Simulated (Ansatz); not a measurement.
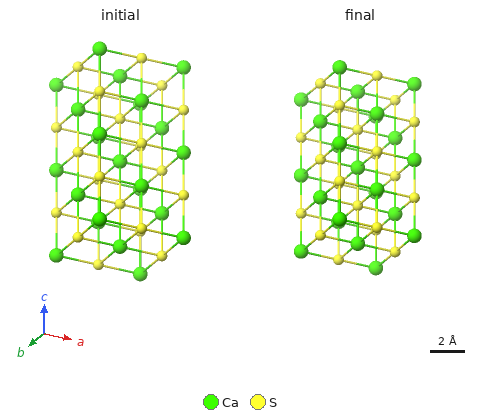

The structure of crystalline CaS (set up in Fm-3m) before (left) and after (right) a relaxation, at one scale.

The picture is a ball-and-stick view of the conventional cell (4 times the calculation's cell), repeated 1 × 1 × 2 with one cell outlined, seen from a free direction. Lengths and directions refer to the drawn axes.

Case: relaxed at 40 GPa.

Theory: DFT PBE, scalar-relativistic, plane waves, PAW in Ansatz. Set-up: plane-wave cutoff 420 eV; k-point mesh 8 × 8 × 8; occupations fixed; target pressure 40 GPa; no spin polarisation; cell and atoms relaxed; force threshold 0.001 eV/Å; at most 60 steps.

Summarise the run.

The atoms keep their places relative to the cell (all moves are under 0.005 Å). The volume changes by −29.3 %, with a = b = c 5.712 → 5.089 Å (−10.9 %). Some distances before and after: Ca–S 2.856 → 2.544 Å. The space group stays Fm-3m (No. 225). After 5 accepted moves (6 points after the start) the energy has risen by 1.270 eV per cell of the calculation. With the target pressure of 40 GPa, the enthalpy E + pV changes by −2.137 eV per cell of the calculation. All forces vanish by symmetry, so only the cell relaxes. Pressure: −0.01 GPa at the start and 40.00 GPa at the end. At 1 point the geometry stayed and the basis and grid were re-selected for the new cell (energy shift of 0.4 meV per cell of the calculation at most each time). The run took 3.9 s on 1 thread of Intel(R) Xeon(R) 6975P-C (Granite Rapids) (shared host), peak memory 0.33 GiB.
